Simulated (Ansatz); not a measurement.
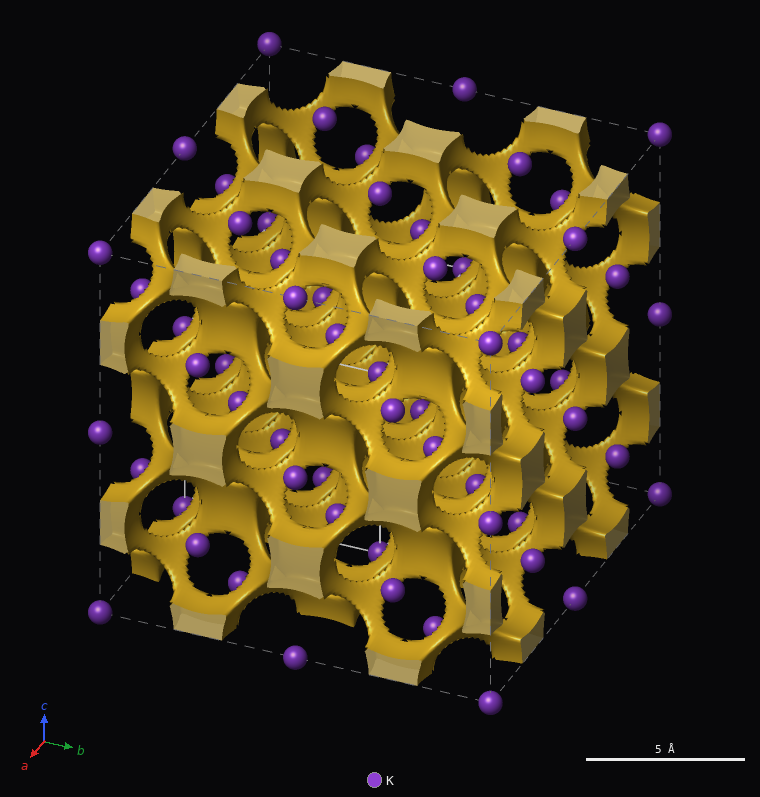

The yellow surface encloses the points that the centre of a probe sphere of radius 0.15 Å can occupy in K (Fm-3m), computed on a grid of about 0.14 Å (2×2×2 cells shown, view from a free direction; pale faces close the region where the box cuts it).

The atoms' radii are touching radii (half the shortest distance): K 2.38 Å.

The cell is taken from coordinates from a relaxation with DFT r2SCAN, scalar-relativistic, plane waves, PAW in Ansatz.

```
K
1.0
     6.74615    0.00000    0.00000
     0.00000    6.74615    0.00000
     0.00000    0.00000    6.74615
K
4
Direct
  0.00000 0.00000 0.00000
  0.00000 0.50000 0.50000
  0.50000 0.00000 0.50000
  0.50000 0.50000 0.00000
```

Describe the connectivity of the accessible space.

Answer. Where they connect, they form a three-dimensional network.

What share of the cell can the probe's centre reach?

Answer. About 14 % of the volume (42 Å³ of 307.0 Å³).

Give the largest included and the largest free sphere.

Answer. The largest sphere that fits anywhere has a diameter of 1.98 Å; the largest that can travel through the crystal, about 0.7 Å.

How does the connectivity change as the probe shrinks?

Answer. Below a radius of about 0.37 Å the space forms a three-dimensional network. These are grid estimates, good to about 0.05 Å.
